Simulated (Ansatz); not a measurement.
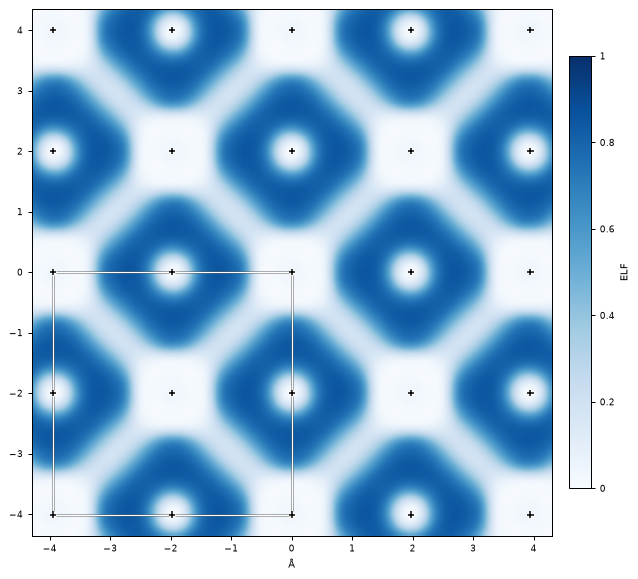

The ELF on a plane through atoms (crosses mark nuclei in the plane).

All numbers below come from DFT PBE, scalar-relativistic, plane waves, PAW (Ansatz).

Candidates:
A. AlN, a = 2.83 Å, b = 2.83 Å, c = 3.95 Å, α = 90.00°, β = 90.00°, γ = 90.00°. Space group I4/mmm; a structure from a database of computed crystals, not necessarily the ambient phase; changed on purpose from its base cell (strain -0.015 along x and y, -0.030 along z, atoms carried along); computed pressure about 18 GPa in this cell.
B. Cu, a = 3.63 Å, b = 3.63 Å, c = 3.63 Å, α = 90.00°, β = 90.00°, γ = 90.00°. Space group Fm-3m; computed without spin polarisation.
C. Si, a = 5.47 Å, b = 5.47 Å, c = 5.47 Å, α = 90.00°, β = 90.00°, γ = 90.00°. Space group Fd-3m.

Question: Which system is this?

Answer: Candidate A: AlN on the (110) plane of the conventional cell, which holds Al and N. Al–N (1.97 Å): the ELF peaks at about 0.85 in the valence shell of N, 0.7 Å from its nucleus, and is about 0.80 at the midpoint.
